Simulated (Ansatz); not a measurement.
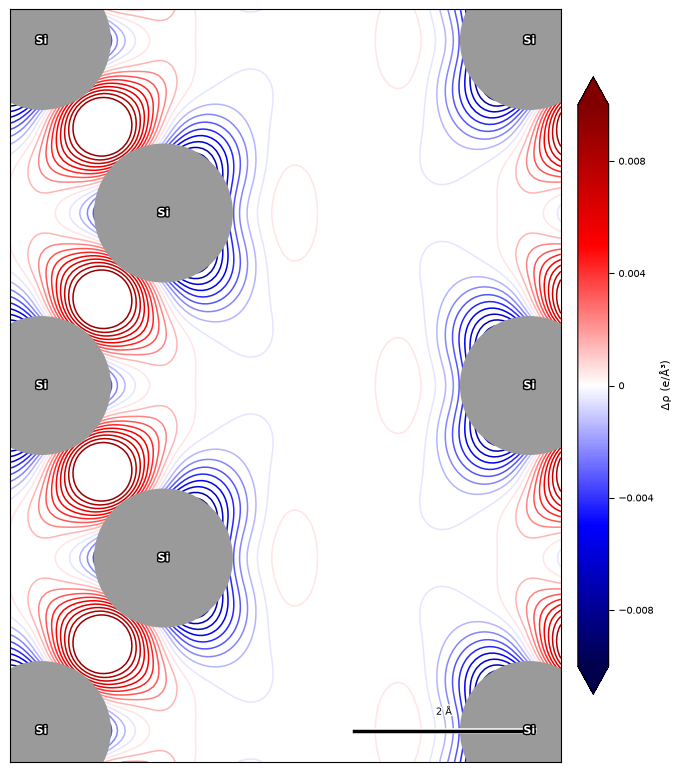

Si: difference of two self-consistent densities at the same geometry, ρ(HSE06) − ρ(PBE), on the (011) plane of the conventional cell. Grey discs cover the cores, where the PAW densities can't be compared. Cores are masked to 0.8 Å (Si).

Space group Fd-3m.

Both runs: Ansatz, scalar-relativistic, plane waves and PAW, same cutoff, k-points and PAW files (made with PBE).

**How does the change of level move the electrons?**

Against PBE, and outside the masked cores, the largest gain, 0.012 e/Å³, lies 1.1 Å from a silicon nucleus, and the largest loss lies at the edge of the masked core of Si.
- At this volume the pressure is 2 GPa with PBE and roughly 1 GPa with HSE06.
- The gap on the mesh is 0.57 eV with PBE and 1.12 eV with HSE06.
